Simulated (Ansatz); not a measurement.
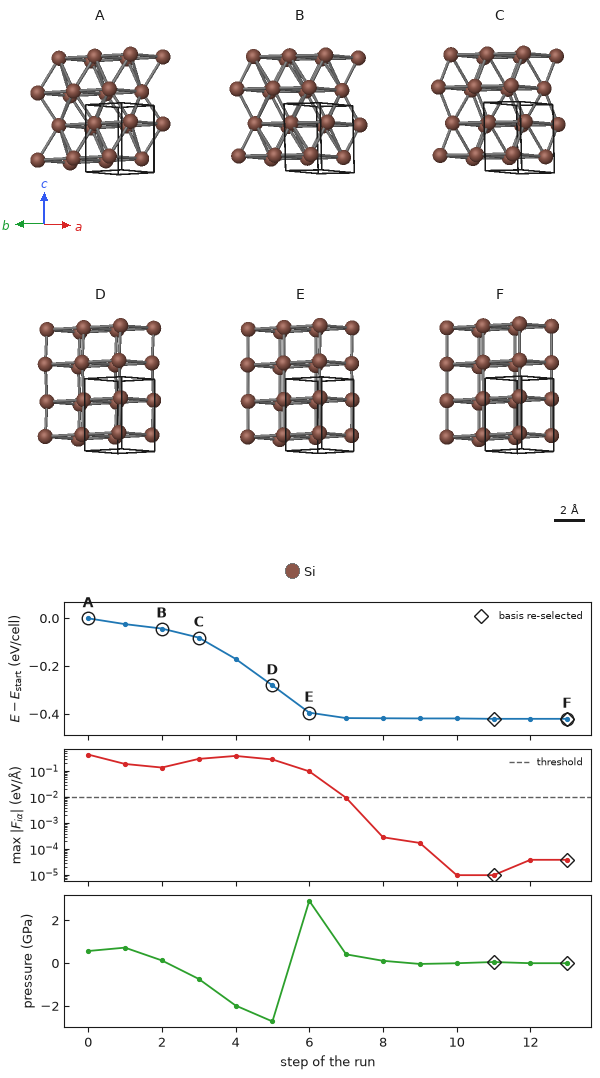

Frames of a relaxation of crystalline Si (set up in P-1), marked on the history of the run. A ball-and-stick model of the cell of the calculation, repeated 2 × 3 × 2 with one cell outlined, seen from a free direction.

Case: all atoms moved at random, sigma 0.05 Å for each component; relaxed back.

These are results of Ansatz, DFT LDA, scalar-relativistic, plane waves, PAW, not measurements.

The input:
```yaml
crystal:
  lattice:
    - [2.6510666862, 0.0, 0.0]
    - [-1.3255333431, 2.2958910974, 0.0]
    - [0.0, 0.0, 4.5417424135]
  atoms:
    - { symbol: Si, position: [0.3238790356, 0.6375649606, 0.2376999167] }
    - { symbol: Si, position: [0.6761209644, 0.3624350394, 0.7623000833] }
basis:
  ecutwfc: 420
kpoints:
  mp_grid: { grid: [12, 12, 8] }
hamiltonian:
  xc: lda
scf:
  occupations: { method: gaussian, width: 0.15 }
output:
  forces: true
  stress: true
  eigenvalues: true
  write_density: true
  write_potential: true
  elf: true
  volumetric_format: npy
relax:
  adjacent_minimum: "off"
  f_tol: 0.01
  max_steps: 80
  cell: { stress_tol: 0.1 }
```

Run as
```bash
ansatz run input.yaml --threads 1 --pin off --max-ram 2560MiB --backend cpu --events-out ev --progress --plain --runs-dir out
```

### Describe the path.

Over 11 accepted moves (13 points after the start) the energy falls by 0.420 eV per cell of the calculation. The largest force component goes from 0.44 to under 0.0001 eV/Å. Pressure: 0.57 GPa at the start and 0.00 GPa at the end. The SCF was repeated twice at an unchanged geometry on a basis and grid sized afresh for the cell, which shifted the energy by 1.6 meV per cell of the calculation at most. The largest moves relative to the cell, 0.72 Å, are those of Si1 and Si2. Si1 goes roughly along [1 −1 0]. The drawn cell changes as follows: a 2.651 → 2.578 Å (−2.7 %), b 2.651 → 2.691 Å (+1.5 %), c 4.542 → 4.929 Å (+8.5 %), γ 120.0° → 121.4°; the volume changes by +5.5 %. Near-neighbour distances that change, for instance: Si1–Si2 2.625 → 3.567 Å, Si1–Si2 (another image) 2.726 → 3.649 Å, Si1–Si2 (another image) 2.812 → 3.567 Å, Si1–Si2 (another image) 2.906 → 3.649 Å. Within 0.06 Å the space group is C2/m at the start and Cmmm at the end; at a tighter tolerance small leftover displacements or strains of the cell lower it. Cost: 3.8 min on 1 thread of Intel(R) Xeon(R) Platinum 8259CL CPU @ 2.50GHz (Skylake/Cascade Lake) (shared host), peak memory 0.51 GiB. From step 0 to 2: Si atoms move most (0.18 Å), volume +0.7 %, energy −42.8 meV per cell of the calculation. From step 2 to 3: Si atoms move most (0.16 Å), volume +1.9 %, energy −37.7 meV per cell of the calculation. From step 3 to 5: Si atoms move most (0.39 Å), volume +4.4 %, energy −0.200 eV per cell of the calculation. From step 5 to 6: Si atoms move most (0.19 Å), volume −4.0 %, energy −0.114 eV per cell of the calculation. From step 6 to 13: Si atoms move most (0.09 Å), volume +2.6 %, energy −25.8 meV per cell of the calculation.

```json
{"step": "0", "E − E(0), meV/atom": "0.00", "largest force component, eV/Å": "0.4410", "pressure, GPa": "0.57", "volume, Å³/atom": "13.822", "note": ""}
{"step": "1", "E − E(0), meV/atom": "-12.14", "largest force component, eV/Å": "0.1916", "pressure, GPa": "0.73", "volume, Å³/atom": "13.726", "note": ""}
{"step": "2", "E − E(0), meV/atom": "-21.40", "largest force component, eV/Å": "0.1392", "pressure, GPa": "0.13", "volume, Å³/atom": "13.920", "note": ""}
{"step": "3", "E − E(0), meV/atom": "-40.28", "largest force component, eV/Å": "0.3000", "pressure, GPa": "-0.73", "volume, Å³/atom": "14.189", "note": ""}
{"step": "4", "E − E(0), meV/atom": "-84.74", "largest force component, eV/Å": "0.3904", "pressure, GPa": "-1.98", "volume, Å³/atom": "14.534", "note": ""}
{"step": "5", "E − E(0), meV/atom": "-140.20", "largest force component, eV/Å": "0.2859", "pressure, GPa": "-2.72", "volume, Å³/atom": "14.818", "note": ""}
{"step": "6", "E − E(0), meV/atom": "-197.21", "largest force component, eV/Å": "0.0994", "pressure, GPa": "2.92", "volume, Å³/atom": "14.222", "note": ""}
{"step": "7", "E − E(0), meV/atom": "-208.57", "largest force component, eV/Å": "0.0095", "pressure, GPa": "0.41", "volume, Å³/atom": "14.535", "note": ""}
{"step": "8", "E − E(0), meV/atom": "-208.93", "largest force component, eV/Å": "0.0003", "pressure, GPa": "0.11", "volume, Å³/atom": "14.553", "note": ""}
{"step": "9", "E − E(0), meV/atom": "-209.29", "largest force component, eV/Å": "0.0002", "pressure, GPa": "-0.03", "volume, Å³/atom": "14.587", "note": ""}
{"step": "10", "E − E(0), meV/atom": "-209.30", "largest force component, eV/Å": "0.0000", "pressure, GPa": "0.00", "volume, Å³/atom": "14.580", "note": ""}
{"step": "11", "E − E(0), meV/atom": "-210.09", "largest force component, eV/Å": "0.0000", "pressure, GPa": "0.06", "volume, Å³/atom": "14.580", "note": "same geometry, new basis"}
{"step": "12", "E − E(0), meV/atom": "-210.09", "largest force component, eV/Å": "0.0000", "pressure, GPa": "0.00", "volume, Å³/atom": "14.587", "note": ""}
{"step": "13", "E − E(0), meV/atom": "-210.10", "largest force component, eV/Å": "0.0000", "pressure, GPa": "0.00", "volume, Å³/atom": "14.587", "note": "same geometry, new basis"}
```
